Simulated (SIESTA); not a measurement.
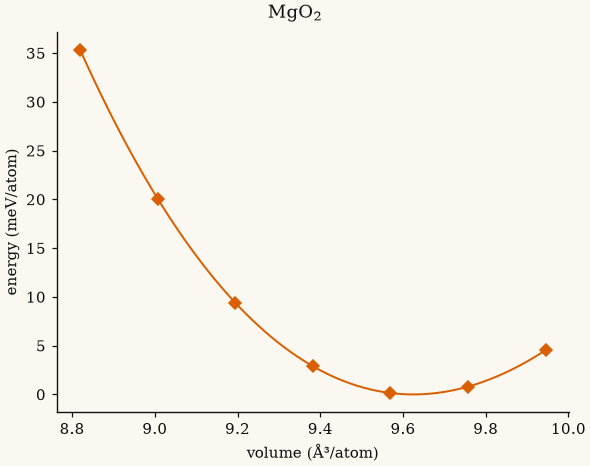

The plot gives the computed energy against volume for MgO₂, space group Pa-3 (No. 205).

Starting cell:
```yaml
crystal:
  lattice:
    - [4.82861, 0.00000, 0.00000]
    - [0.00000, 4.82861, 0.00000]
    - [0.00000, 0.00000, 4.82861]
  atoms:
    - { symbol: Mg, position: [0.00000, 0.00000, 0.00000] }
    - { symbol: Mg, position: [0.50000, 0.00000, 0.50000] }
    - { symbol: Mg, position: [0.50000, 0.50000, 0.00000] }
    - { symbol: Mg, position: [0.00000, 0.50000, 0.50000] }
    - { symbol: O, position: [0.58942, 0.91058, 0.08942] }
    - { symbol: O, position: [0.91058, 0.08942, 0.58942] }
    - { symbol: O, position: [0.08942, 0.58942, 0.91058] }
    - { symbol: O, position: [0.41058, 0.41058, 0.41058] }
    - { symbol: O, position: [0.58942, 0.58942, 0.58942] }
    - { symbol: O, position: [0.91058, 0.41058, 0.08942] }
    - { symbol: O, position: [0.08942, 0.91058, 0.41058] }
    - { symbol: O, position: [0.41058, 0.08942, 0.91058] }
```

Computed with SIESTA 5.4.2: DFT in numerical atomic orbitals with pseudopotentials, no spin polarisation; energies at scaled volumes of the given cell, shape and fractions fixed, counted from the fit's minimum, third-order Birch-Murnaghan fit. Level: PBEsol.

k mesh 4×4×4; occupations Fermi–Dirac; smearing width 0.05 eV; potentials PseudoDojo 0.4 standard, converted to PSML, two zetas on semicore shells; program settings basis DZP, mesh cutoff 800 Ry.

From this curve and the settings, what does the calculation give for the pressure at the same points?

The pressure falls from 15.16 GPa at volume 8.8189 Å³/atom to −4.49 GPa at 9.9447 Å³/atom, and changes sign near 9.63 Å³/atom.

| volume (Å³/atom) | pressure (GPa) |
| --- | --- |
| 8.8189 | 15.16 |
| 9.0065 | 11.02 |
| 9.1942 | 7.27 |
| 9.3818 | 3.88 |
| 9.5694 | 0.87 |
| 9.7571 | −1.90 |
| 9.9447 | −4.49 |

Keep in mind: mulliken charges of long orbitals; shape and atomic fractions are frozen while scaling, which makes layered, chain and framework solids too stiff.
